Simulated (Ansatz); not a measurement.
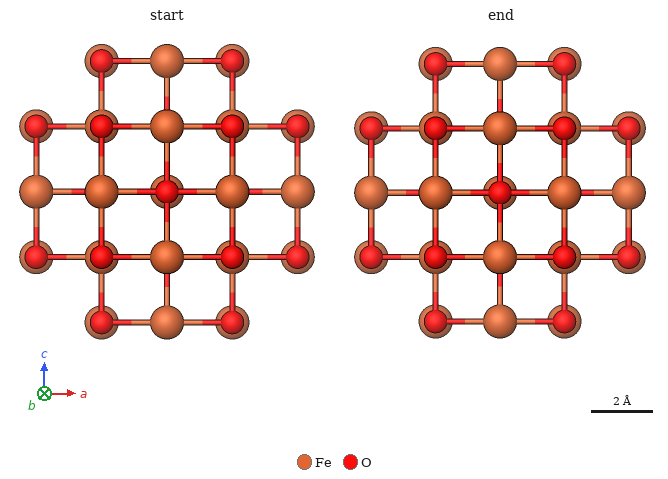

The structure of crystalline FeO (set up in Fm-3m) before (left) and after (right) a relaxation, at one scale.

A ball-and-stick model of the conventional cell (4 times the calculation's cell), seen along the b axis. Lengths and directions refer to the drawn axes.

The run lets cell and atoms move.

Method: Kohn-Sham DFT of a periodic cell, PBEsol, Ansatz PAW in Ansatz 0.2.0.

The input:
```yaml
crystal:
  lattice:
    - [0.0, 2.1554, 2.1554]
    - [2.1554, 0.0, 2.1554]
    - [2.1554, 2.1554, 0.0]
  atoms:
    - { symbol: Fe, position: [0.0, 0.0, 0.0], spin: 3.0 }
    - { symbol: O, position: [0.5, 0.5, 0.5] }
hamiltonian:
  xc: pbesol
  pseudopotentials: { kind: paw }
magnetization:
  spin_polarized: true
kpoints:
  mp_grid: { grid: [8, 8, 8] }
scf:
  occupations: { method: fermi_dirac, width: 0.05 }
output:
  forces: true
  stress: true
  eigenvalues: true
relax:
  f_tol: 0.01
  max_steps: 40
  cell: { stress_tol: 0.05 }
```

Launched with:
```bash
ansatz run input.yaml --threads 2 --pin off --max-ram 5632MiB --backend cpu --events-out ev --progress --plain --runs-dir out
```

Q: What changed between the two?

A: The atoms keep their places relative to the cell (all moves are under 0.005 Å). Cell: a = b = c 4.311 → 4.246 Å (−1.5 %). Volume −4.4 %. Among the contacts that change: Fe–O 2.155 → 2.123 Å. The space group stays Fm-3m (No. 225). The energy falls by 24.4 meV per cell of the calculation in 4 accepted moves (6 points after the start). All forces vanish by symmetry, so only the cell relaxes. Pressure: −8.46 GPa at the start and −0.01 GPa at the end. The SCF was repeated twice at an unchanged geometry on a basis and grid sized afresh for the cell, which shifted the energy by 2.9 meV per cell of the calculation at most. Cost: 5.8 s on 2 threads of Arm Neoverse V2 (shared host), peak memory 0.28 GiB.

Limits of the set-up: only the magnetic order of this start and cell was tried (total moment 4.0 μB per cell).
